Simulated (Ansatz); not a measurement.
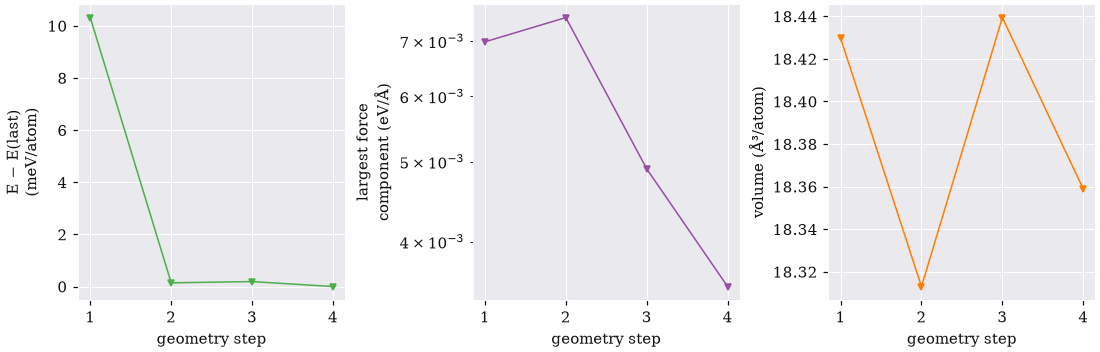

History of a geometry optimisation. Au (Fmmm, 2 atoms in the cell); DFT r2SCAN, scalar-relativistic, plane waves, PAW (Ansatz); cutoff 500 eV, 24×24×24 k-mesh, Gaussian smearing of 0.1 eV. Atoms and cell relax. A closing SCF on a freshly chosen basis isn't drawn.

The optimisation met its thresholds at geometry 4, counting the start as the first. The energy fell by about 10.5 meV/atom from the first step to the last. The largest force component goes from about 7 × 10⁻³ eV/Å at the start to 4 × 10⁻³ eV/Å at the end. The volume shrinks from 18.43 to 18.36 Å³ per atom (−0.4 %), overshooting to 18.31 at step 2.
